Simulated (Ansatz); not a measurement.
**Geometry relaxation of MoS2 (part 1 of 2)**

System: MoS2 (slab, 15 atoms in the cell).
Method: DFT PBEsol, scalar-relativistic, plane waves, PAW, no spin polarisation (Ansatz 0.2.0).

The structure derives from an entry of the Crystallography Open Database. It belongs to a series of runs on one base structure; here: (0 0 1) slab, atoms relaxed.

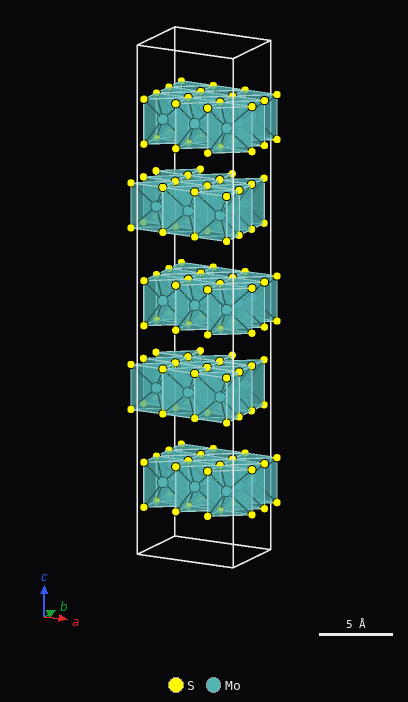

**Figure 1.** The starting structure (polyhedral view of the 3 × 3 repeat of the cell, with the vacuum cut short, seen slightly off an axis; polyhedra are completed across the faces of the cell). An atom can appear more than once, as a periodic image.

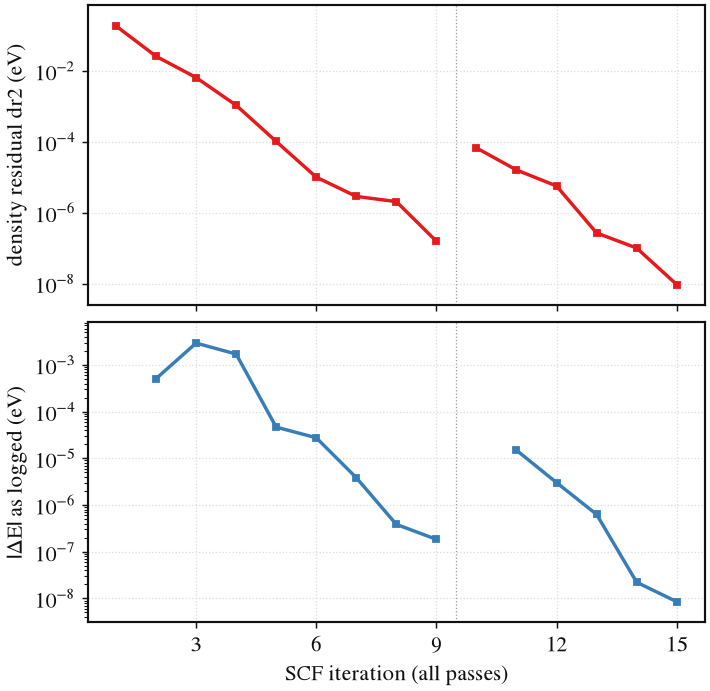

**Figure 2.** Convergence of the self-consistent field: density residual dr2 and size of the energy change against the SCF iteration. The dotted lines part the SCF passes of the relaxation: geometry steps, rejected trials and re-solves on a re-selected basis. The passes take 9 and 6 iterations.

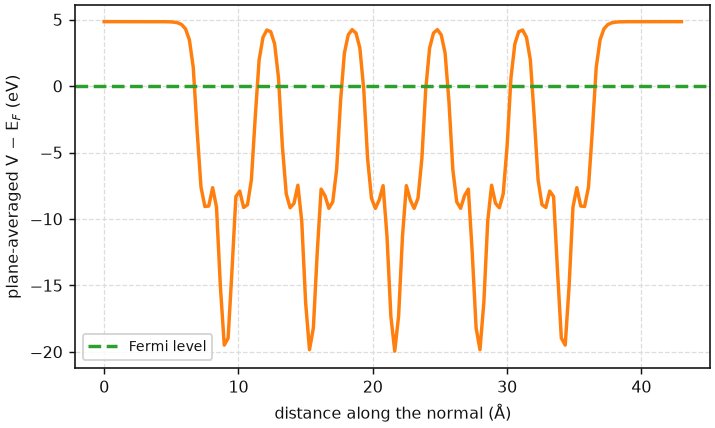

**Figure 3.** Plane average of the electrostatic potential energy of an electron across the cell, from the Fermi level. The vacuum level lies 4.85 eV above the Fermi level.

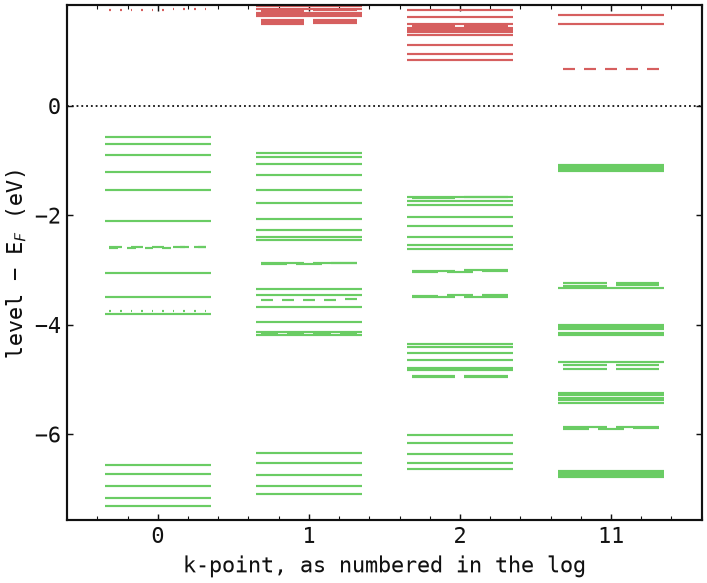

**Figure 4.** Kohn–Sham levels near the Fermi level (dotted) at the few k-points that the log prints; levels within 0.02 eV of each other stand side by side. Among these points the highest filled and lowest empty levels are 1.25 eV apart; the gap on the full mesh, 1.15 eV, has an edge at a point that isn't printed.

The input that produced these results follows, with the program's output.

Input file
```yaml
crystal:
  lattice:
    - [3.1414322221, 0.0, 0.0]
    - [-1.570716111, 2.7205601086, 0.0]
    - [0.0, 0.0, 43.2758314468]
  atoms:
    - { symbol: S, position: [0.3333333333, 0.6666666667, 0.1733068955] }
    - { symbol: Mo, position: [0.6666666667, 0.3333333333, 0.2093338485] }
    - { symbol: S, position: [0.3333333333, 0.6666666667, 0.2453608015] }
    - { symbol: S, position: [0.6666666667, 0.3333333333, 0.3186399713] }
    - { symbol: Mo, position: [0.3333333333, 0.6666666667, 0.3546669243] }
    - { symbol: S, position: [0.6666666667, 0.3333333333, 0.3906938773] }
    - { symbol: S, position: [0.3333333333, 0.6666666667, 0.463973047] }
    - { symbol: Mo, position: [0.6666666667, 0.3333333333, 0.5] }
    - { symbol: S, position: [0.3333333333, 0.6666666667, 0.536026953] }
    - { symbol: S, position: [0.6666666667, 0.3333333333, 0.6093061227] }
    - { symbol: Mo, position: [0.3333333333, 0.6666666667, 0.6453330757] }
    - { symbol: S, position: [0.6666666667, 0.3333333333, 0.6813600287] }
    - { symbol: S, position: [0.3333333333, 0.6666666667, 0.7546391985] }
    - { symbol: Mo, position: [0.6666666667, 0.3333333333, 0.7906661515] }
    - { symbol: S, position: [0.3333333333, 0.6666666667, 0.8266931045] }
basis:
  ecutwfc: 420
kpoints:
  mp_grid: { grid: [9, 9, 1] }
hamiltonian:
  xc: pbesol
scf:
  occupations: { method: gaussian, width: 0.05 }
output:
  forces: true
  eigenvalues: true
relax:
  adjacent_minimum: "off"
  f_tol: 0.02
  max_steps: 60
efield:
  axis: 3
  dipole_correction: true
  ramp_width: 0.04
```

Launch command:
```bash
ansatz run input.yaml --threads 2 --pin off --max-ram 5120MiB --backend cpu --events-out ev --progress --plain --runs-dir out
```

The program's output
```
Engine: ansatz 0.2.0, x86_64-unknown-linux-gnu
Pseudopotentials: kind: paw
Pseudopotential: S, paw, valence charge 6, recommended cutoff 420 eV (normal), S.paw.azcp
Pseudopotential: Mo, paw, valence charge 14, recommended cutoff 420 eV (normal), Mo.paw.azcp
Functional definition: PBEsol
  exchange = pbesol_x
  correlation = pbesol_c
Crystal: 15 atoms, lattice volume = 369.855 Å³
Basis set: ecut = 420 eV, 7153 PW (Γ), exchange–correlation on 48×48×600 points (8 copies of the dense FFT grid, shifted against one another)
Bands: 80, of which v1, the nominal top of the filled ones, is band 65 counted from 1 (64 counted from 0)
Symmetry: 6 space group operations
k-points: 12 of 81 (time reversal used)
Non-local potential: S, projectors of the file, l = 0: 2, l = 1: 2, l = 2: 2
Non-local potential: Mo, projectors of the file, l = 0: 3, l = 1: 2, l = 2: 2, l = 3: 1
PAW form: soft (Blöchl's): semilocal exchange-correlation on the pseudo side does not see the compensation charge
PAW frozen core: S, regenerated for the run's functional, and the local potential with it (the file was generated under x = pbe(κ = 0.804, μ = 0.2195149727645171), c = pbe(β = 0.06672455060314922))
PAW frozen core: Mo, regenerated for the run's functional, and the local potential with it (the file was generated under x = pbe(κ = 0.804, μ = 0.2195149727645171), c = pbe(β = 0.06672455060314922))
PAW one-centre angular grid: S, 110 points (default); XC on 64 Gauss nodes
PAW one-centre angular grid: Mo, 590 points (default); XC on 64 Gauss nodes
Initial density: superposition of atomic densities (neutral atoms: chi_scale 0, normalization atom), corrected by the library's trained network
Initial wavefunctions: pseudopotential atomic-orbital guess
Functional: x = pbesol(κ = 0.804, μ = 0.12345679012345678), c = pbesol(β = 0.046)
SCF iter   1: F=—  HF=-33350.819691 eV  |F-HF|=—  |Δ(HF+E_count)|=         —  Δρ=6.02e-3  dr2=1.87e-1  ethr=1.77e-3  p=0.000 e·Å  D=2.69e-13 V/Å  ΔV_dip=-0.00 eV  dr2_dipole=4.15e-8  V_vac-E_F(+/−)=4.81/4.81 eV  ⟨swp⟩=7.7  Hψ=4468  notcnv=0
efield: sawtooth ramp at fractional position 0.9800 (placed from the atoms, in the widest stretch of the axis that holds none; the zero of the levels goes with the place), width 0.0400; the density the first Hamiltonian is built on has a dipole p = 0.000 e·Å; the dipole correction subtracts the counter field D = 2.69e-13 V/Å, which shifts the + side's vacuum level by -0.00 eV against the − side's; the planar-averaged density in the ramp window peaks in size at 6.1e-5 e/Å³
preconditioner: auto → Resta (q_TF=auto, 2.292 Å⁻¹)  ε∞=6.5  [insulator: Δε(μ)=1.066 eV  Ē_g=7.826 eV  σ=0.050 eV  W_gap=1.00  n_scr=30 (ndim 8)  ℏωp=18.3 eV  f_vac=0.277  D(μ)=0.00/eV (n_scr^D=0)  ε∞_Penn≈6.5  vacuum switching on, ρ_ref=4.4e-3 e/Å³]
SCF iter   2: F=—  HF=-33350.819183 eV  |F-HF|=—  |Δ(HF+E_count)|=   5.08e-4  Δρ=3.22e-3  dr2=2.60e-2  ethr=1.44e-4  p=0.000 e·Å  D=1.45e-5 V/Å  ΔV_dip=-0.00 eV  dr2_dipole=2.99e-8  V_vac-E_F(+/−)=4.91/4.91 eV  ⟨swp⟩=2.2  Hψ=1548  notcnv=0  defer=84
SCF iter   3: F=—  HF=-33350.822122 eV  |F-HF|=—  |Δ(HF+E_count)|=   2.94e-3  Δρ=1.71e-3  dr2=6.54e-3  ethr=2.00e-5  p=-0.000 e·Å  D=-1.19e-6 V/Å  ΔV_dip=0.00 eV  dr2_dipole=2.31e-9  V_vac-E_F(+/−)=4.87/4.87 eV  ⟨swp⟩=2.1  Hψ=1324  notcnv=0  defer=84
SCF iter   4: F=—  HF=-33350.823830 eV  |F-HF|=—  |Δ(HF+E_count)|=   1.71e-3  Δρ=3.42e-4  dr2=1.08e-3  ethr=5.03e-6  p=0.000 e·Å  D=3.51e-8 V/Å  ΔV_dip=-0.00 eV  dr2_dipole=1.14e-9  V_vac-E_F(+/−)=4.85/4.85 eV  ⟨swp⟩=2.1  Hψ=1412  notcnv=0  defer=84
SCF iter   5: F=—  HF=-33350.823783 eV  |F-HF|=—  |Δ(HF+E_count)|=   4.66e-5  Δρ=1.33e-4  dr2=1.03e-4  ethr=8.33e-7  p=-0.000 e·Å  D=-1.99e-6 V/Å  ΔV_dip=0.00 eV  dr2_dipole=3.20e-11  V_vac-E_F(+/−)=4.86/4.86 eV  ⟨swp⟩=2.2  Hψ=1331  notcnv=0  defer=85
SCF iter   6: F=—  HF=-33350.823811 eV  |F-HF|=—  |Δ(HF+E_count)|=   2.76e-5  Δρ=3.68e-5  dr2=1.01e-5  ethr=7.91e-8  p=-0.000 e·Å  D=-1.26e-6 V/Å  ΔV_dip=0.00 eV  dr2_dipole=2.51e-10  V_vac-E_F(+/−)=4.85/4.85 eV  ⟨swp⟩=2.0  Hψ=1398  notcnv=0  defer=86
iter 7 did not close the SCF: its close was put off until two iterations running show no level that it waits for move by more than its bar (scf_convergence_deferred on its scf_iter line)
SCF iter   7: F=-33350.823813 eV  HF=-33350.823814 eV  |F-HF|=1.53e-6  |Δ(HF+E_count)|=   3.85e-6  Δρ=1.32e-5  dr2=2.89e-6  ethr=7.69e-9  p=0.000 e·Å  D=1.83e-6 V/Å  ΔV_dip=-0.00 eV  dr2_dipole=1.14e-9  V_vac-E_F(+/−)=4.85/4.85 eV  ⟨swp⟩=11.3  Hψ=4582  notcnv=0
iter 8 did not close the SCF: its close was put off until two iterations running show no level that it waits for move by more than its bar (scf_convergence_deferred on its scf_iter line)
SCF iter   8: F=-33350.823813 eV  HF=-33350.823815 eV  |F-HF|=1.78e-6  |Δ(HF+E_count)|=   3.85e-7  Δρ=1.21e-5  dr2=2.06e-6  ethr=2.22e-9  p=-0.000 e·Å  D=-2.74e-6 V/Å  ΔV_dip=0.00 eV  dr2_dipole=1.80e-9  V_vac-E_F(+/−)=4.85/4.85 eV  ⟨swp⟩=2.8  Hψ=3253  notcnv=0
SCF iter   9: F=-33350.823815 eV  HF=-33350.823815 eV  |F-HF|=6.72e-8  |Δ(HF+E_count)|=   1.84e-7  Δρ=4.04e-6  dr2=1.57e-7  ethr=1.58e-9  p=0.000 e·Å  D=5.77e-8 V/Å  ΔV_dip=-0.00 eV  dr2_dipole=3.19e-12  V_vac-E_F(+/−)=4.85/4.85 eV  ⟨swp⟩=2.1  Hψ=2881  notcnv=0
SCF 1 converged in 9 iterations: F = -33350.823815 eV  dr2 = 1.57e-7
  greatest PAW one-centre occupation: 0.999 electrons in one spin orbital (limit 2), on the Mo atom at site 7 (counted from 0), in its partial waves of l = 0
relax step   1: F+E_penalty+E_count = -33350.82381463 eV  Δ(F+E_penalty+E_count) = +0.000e0 eV  max|allowed force component| = 2.228e-2 eV/Å  Δτ_max = 0.0000 Å  (9 SCF iters, dr2 threshold 1.00e-5 eV, accepted)
Initial density: handed on by an earlier stage of this run
Initial wavefunctions: those handed on with the density
iter 1 solved again at ethr=5.02e-8 eV; its pass at ethr=3.10e-3 eV (dr2=6.53e-5 eV) is discarded
```
